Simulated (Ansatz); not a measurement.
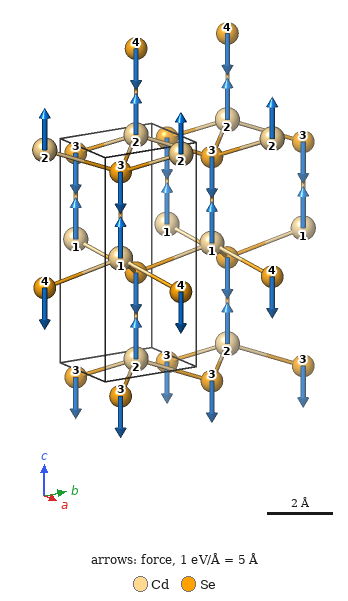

Starting geometry of crystalline CdSe (set up in P6_3mc) with the computed forces as blue arrows. The picture is a ball-and-stick view of the cell of the calculation, repeated 1 × 2 × 1 with one cell outlined, seen slightly off an axis.

The run lets cell and atoms move.

These are results of Ansatz 0.2.0, Kohn-Sham DFT of a periodic cell, PBEsol with D4, Ansatz PAW, not measurements.

The input:
```yaml
crystal:
  lattice:
    - [4.3, 0.0, 0.0]
    - [-2.15, 3.7239092363, 0.0]
    - [0.0, 0.0, 7.02]
  atoms:
    - { symbol: Cd, position: [0.6666666667, 0.3333333333, 0.5] }
    - { symbol: Cd, position: [0.3333333333, 0.6666666667, 0.0] }
    - { symbol: Se, position: [0.6666666667, 0.3333333333, 0.885] }
    - { symbol: Se, position: [0.3333333333, 0.6666666667, 0.385] }
hamiltonian:
  xc: pbesol
  pseudopotentials: { kind: paw }
  dispersion: d4
kpoints:
  mp_grid: { grid: [7, 7, 4] }
scf:
  occupations: { method: tetrahedron }
output:
  forces: true
  stress: true
  write_density: true
  write_potential: true
  elf: true
  volumetric_format: npy
relax:
  f_tol: 0.01
  max_steps: 40
  cell: { stress_tol: 0.05 }
```

Run as
```bash
ansatz run input.yaml --threads 2 --pin off --max-ram 5632MiB --backend cpu --events-out ev --progress --plain --runs-dir out
```

What follows when this structure is relaxed?

Answer. It isn't relaxed: the largest force vector, on Cd atoms, is 0.26 eV/Å. The atoms end up moving mostly along the starting forces (cosine between the two patterns 1.00). Over 3 accepted moves (4 points after the start) the energy falls by 6.2 meV per atom. Largest force component: 0.26 eV/Å at the start, 0.00072 eV/Å at the end. The pressure goes from −0.89 to −0.01 GPa. The SCF was repeated once at an unchanged geometry on a basis and grid sized afresh for the cell, which shifted the energy by 0.1 meV per atom at most. The largest moves relative to the cell, 0.033 Å, are those of Cd1, Cd2, Se3 and Se4. Cd2 goes along +c. Largest moves by element: Cd 0.033 Å, Se 0.033 Å. The volume changes by −1.8 %, with a = b 4.300 → 4.273 Å (−0.6 %), c 7.020 → 6.976 Å (−0.6 %). Near-neighbour distances that change, for instance: Cd1–Se3 2.703 → 2.620 Å, Cd1–Se4 2.611 → 2.615 Å. The space group stays P6_3mc (No. 186). The run took 49 s on 2 threads of Intel(R) Xeon(R) Processor @ 2.50GHz (Skylake/Cascade Lake), with other jobs on the host, peak memory 0.44 GiB.
